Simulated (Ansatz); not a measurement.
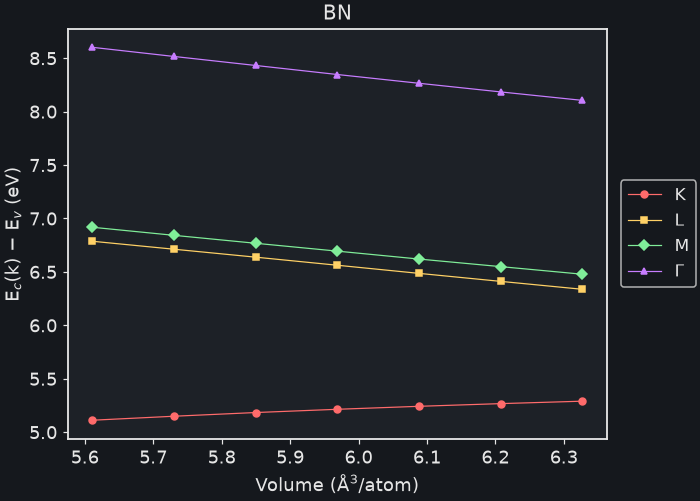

Lowest conduction level at each named k point, counted from the valence-band top at Γ.

System: wurtzite BN, space group P6_3mc (No. 186), 4 atoms in the cell. The cell is scaled at fixed shape and fractional positions. At 5.97 Å³/atom, a = 2.554 Å, c = 4.227 Å (hexagonal axes). Computed with Ansatz: PBE, Ansatz PAW, no spin polarisation, no spin-orbit coupling, 12×12×6 k mesh, 420 eV cutoff.

How does each level move from 5.61 Å³/atom to 6.33 Å³/atom?

Answer. K rises by 0.18 eV, L falls by 0.45 eV, M falls by 0.44 eV and Γ falls by 0.50 eV.

Which of these conduction levels is lowest, and does that change?

Answer. The lowest is the one at K, over the whole range, so among these points the gap stays indirect.

What are the deformation potentials dE/d ln V?

Answer. Straight lines against ln V have slopes of +1.5 eV at K, −3.8 eV at L, −3.7 eV at M and −4.1 eV at Γ.

The values:
| volume | K (eV) | L (eV) | M (eV) | Γ (eV) |
| --- | --- | --- | --- | --- |
| 5.61 Å³/atom | 5.11 | 6.79 | 6.92 | 8.60 |
| 5.73 Å³/atom | 5.15 | 6.71 | 6.84 | 8.52 |
| 5.85 Å³/atom | 5.18 | 6.64 | 6.77 | 8.43 |
| 5.97 Å³/atom | 5.21 | 6.56 | 6.69 | 8.35 |
| 6.09 Å³/atom | 5.24 | 6.49 | 6.62 | 8.26 |
| 6.21 Å³/atom | 5.27 | 6.41 | 6.55 | 8.18 |
| 6.33 Å³/atom | 5.29 | 6.34 | 6.48 | 8.10 |

LDA, GGA and most meta-GGA functionals understate gaps. The usual form of BN is layered hexagonal.
